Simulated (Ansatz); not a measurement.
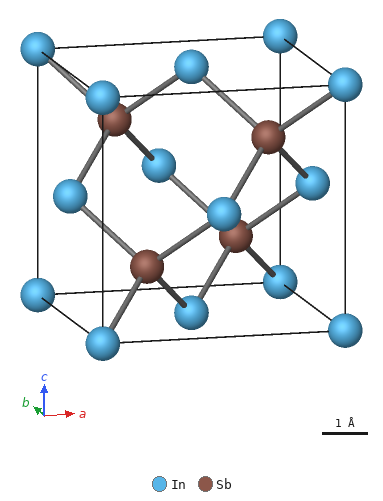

Lattice vibrations of a crystal of InSb relaxed at 50 GPa, at the zone centre. The picture is a ball-and-stick view of the conventional cell (4 times the calculation's cell), seen slightly off an axis. Lengths and directions refer to the drawn axes.

These are results of DFT LDA, scalar-relativistic, plane waves, PAW (Ansatz), not measurements. Set-up: plane-wave cutoff 420 eV; k-point mesh 12 × 12 × 12; occupations fermi dirac; smearing width 0.15 eV; target pressure 50 GPa; no spin polarisation.

Frequencies are those without the non-analytic (LO–TO) term.

List the optical modes.

Answer. The calculation's cell holds 2 atoms, so there are 3 optical modes, in 1 level. The optical modes span T₂. No level is unstable.

```
level  symmetry  frequency (cm⁻¹)                    activity
    1        T₂               298  infrared- and Raman-active
```

The modes drawn as arrows (one member of each degenerate set):

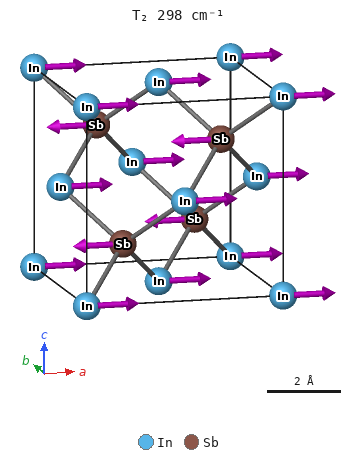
